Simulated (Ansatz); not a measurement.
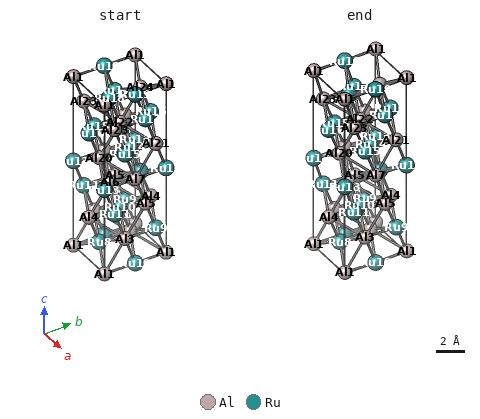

The structure of an interface cell of composition AlRu before (left) and after (right) a relaxation, at one scale.

Style: ball-and-stick. Shown: the cell of the calculation, from a free direction.

Case: antiphase boundary on (2 1 1), species swapped.

Theory: Ansatz, DFT PBE, scalar-relativistic, plane waves, PAW.

Input
```yaml
crystal:
  lattice:
    - [4.2484173601, 0.0, 0.0]
    - [0.0, 5.2032273734, 0.0]
    - [0.0, 0.0, 14.7169494391]
  atoms:
    - { symbol: Al, position: [0.0, 0.0, 0.0] }
    - { symbol: Al, position: [0.5, 0.6666666667, 0.0833333333] }
    - { symbol: Al, position: [1.0, 0.3333333333, 0.1666666667] }
    - { symbol: Al, position: [0.5, 0.0, 0.25] }
    - { symbol: Al, position: [1.0, 0.6666666667, 0.3333333333] }
    - { symbol: Al, position: [0.5, 0.3333333333, 0.4166666667] }
    - { symbol: Al, position: [0.0, 0.5, 0.5] }
    - { symbol: Ru, position: [0.5, 0.1666666667, 0.0833333333] }
    - { symbol: Ru, position: [0.0, 0.8333333333, 0.1666666667] }
    - { symbol: Ru, position: [0.5, 0.5, 0.25] }
    - { symbol: Ru, position: [0.0, 0.1666666667, 0.3333333333] }
    - { symbol: Ru, position: [0.5, 0.8333333333, 0.4166666667] }
    - { symbol: Ru, position: [1.0, 1.0, 0.5] }
    - { symbol: Ru, position: [0.5, 0.6666666667, 0.5833333333] }
    - { symbol: Ru, position: [1.0, 0.3333333333, 0.6666666667] }
    - { symbol: Ru, position: [0.5, 0.0, 0.75] }
    - { symbol: Ru, position: [1.0, 0.6666666667, 0.8333333333] }
    - { symbol: Ru, position: [0.5, 0.3333333333, 0.9166666667] }
    - { symbol: Ru, position: [1.0, 0.5, 0.0] }
    - { symbol: Al, position: [0.5, 0.1666666667, 0.5833333333] }
    - { symbol: Al, position: [0.0, 0.8333333333, 0.6666666667] }
    - { symbol: Al, position: [0.5, 0.5, 0.75] }
    - { symbol: Al, position: [0.0, 0.1666666667, 0.8333333333] }
    - { symbol: Al, position: [0.5, 0.8333333333, 0.9166666667] }
basis:
  ecutwfc: 420
kpoints:
  mp_grid: { grid: [8, 8, 3] }
hamiltonian:
  xc: pbe
scf:
  occupations: { method: gaussian, width: 0.1 }
output:
  forces: true
  stress: true
  eigenvalues: true
  populations: true
  write_density: true
  write_potential: true
  elf: true
  volumetric_format: npy
relax:
  adjacent_minimum: "off"
  f_tol: 0.02
  max_steps: 45
  cell: { fix: [a, b, alpha, beta, gamma], stress_tol: 0.1 }
```

Launched with:
```bash
ansatz run input.yaml --threads 4 --pin off --max-ram 11264MiB --backend cpu --events-out ev --progress --plain --runs-dir out
```

Summarise the run.

Answer. Over 3 accepted moves (4 points after the start) the energy falls by 0.902 eV per cell of the calculation. Largest force component: 1.4 eV/Å at the start, 0.014 eV/Å at the end. The pressure goes from 2.58 to −2.07 GPa. At 1 point the geometry stayed and the basis and grid were re-selected for the new cell (energy shift of 4.4 meV per cell of the calculation at most each time). The largest moves relative to the cell, 0.14 Å, are those of Al2, Al5, Al20 and Al23. Al2 goes along [0 1 2]. By element the largest moves are Al 0.14 Å, Ru 0.06 Å. Cell: a unchanged at 4.248 Å, b unchanged at 5.203 Å, c 14.717 → 15.114 Å (+2.7 %). Volume +2.7 %. Among the contacts that change: Al1–Al23 2.602 → 2.874 Å, Al1–Al24 2.602 → 2.757 Å, Al20–Al22 3.004 → 2.889 Å, Al3–Ru19 2.602 → 2.683 Å. Cost: 4.8 min on 4 threads of Intel(R) Xeon(R) Platinum 8488C (Sapphire Rapids), on a shared host, peak memory 2.6 GiB.
